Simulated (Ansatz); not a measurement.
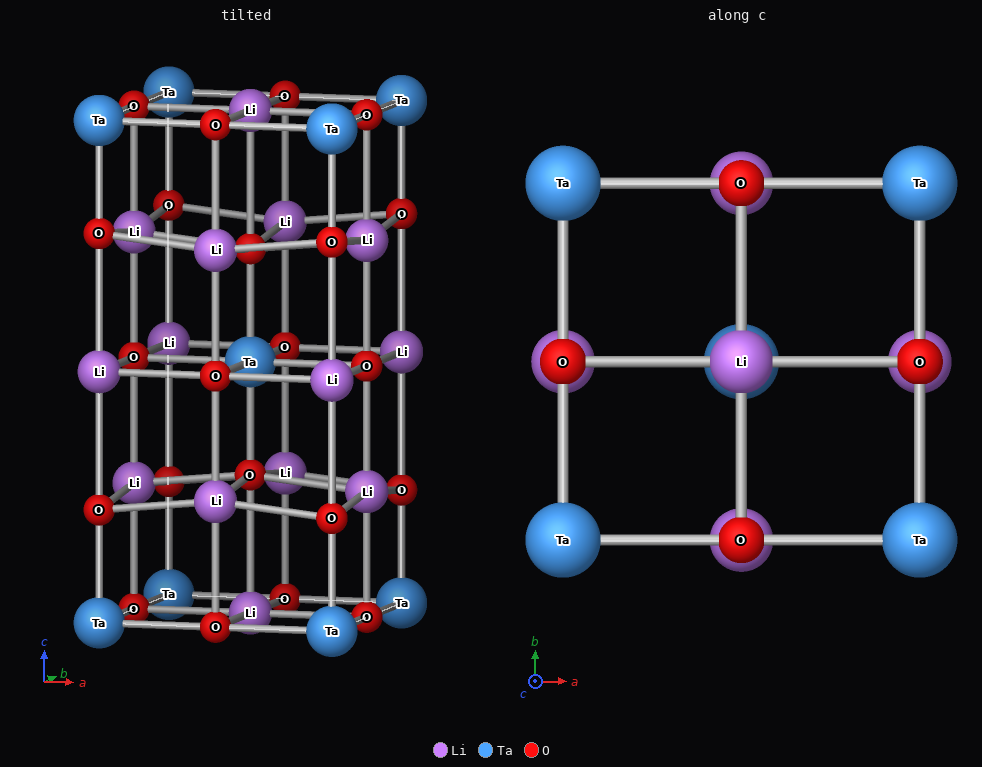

Crystal structure, ball-and-stick style, seen slightly off an axis and along the c axis. One conventional unit cell is outlined, and atoms on its boundary appear in each equivalent place. Cell: a = 4.09 Å, b = 4.09 Å, c = 8.52 Å, α = 90.00°, β = 90.00°, γ = 90.00°.

The model was built from a structure listed in the Materials Project. Earlier steps of the study may have refined or changed the cell and positions. It went into a calculation with Ansatz.

Describe the crystal.

Composition: Li3TaO4. The structure has I4/mmm (No. 139) symmetry and a body-centred tetragonal lattice. Counting shared atoms by their share gives 6 Li, 2 Ta, 8 O, or 16 atoms. Li bonds to six O in a distorted octahedral arrangement at about 2.0 to 2.3 Å. Ta is linked to six O in a distorted octahedral arrangement at about 1.9 to 2.0 Å. O takes two kinds of site: 4c with four Li and two Ta in an octahedral arrangement (about 2.0 to 2.1 Å to Li, 2.0 Å to Ta); 4e with five Li and one Ta in a distorted octahedral arrangement (about 2.1 to 2.3 Å to Li, 1.9 Å to Ta). With all bonds counted the structure is a three-dimensional framework. Leaving out the bonds to Li, what remains is TaO4 layers parallel to (001).

All computed values are from DFT r2SCAN, scalar-relativistic, plane waves, PAW (Ansatz). Settings: a basis cut at 500 eV, k-points about 0.22 Å⁻¹ apart, Gaussian smearing of 0.02 eV, no spin polarisation.

Classify it as metallic or gapped, with the value.

A semiconductor at this level, with a gap of 2.09 eV, indirect.

State the Bader charges by element.

Li +0.90 e; Ta +2.97 e; O -1.41 e.

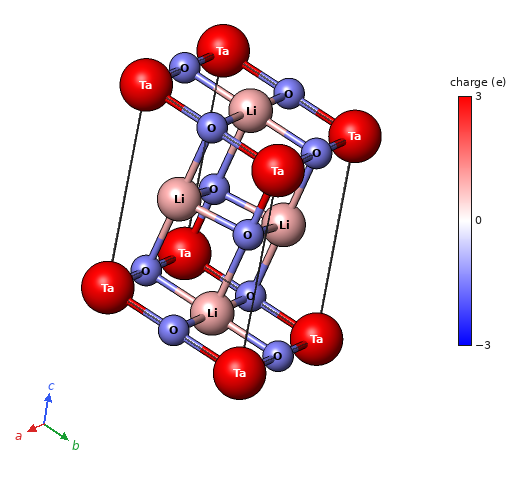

The atoms coloured by those charges. The run's cell of 8 atoms is drawn in a reduced setting, so axes and origin can differ from the first picture.

Do the forces and the stress vanish for this geometry?

Yes. All forces vanish to within 0.01 eV/Å. The pressure is 0.0 GPa, close to zero.
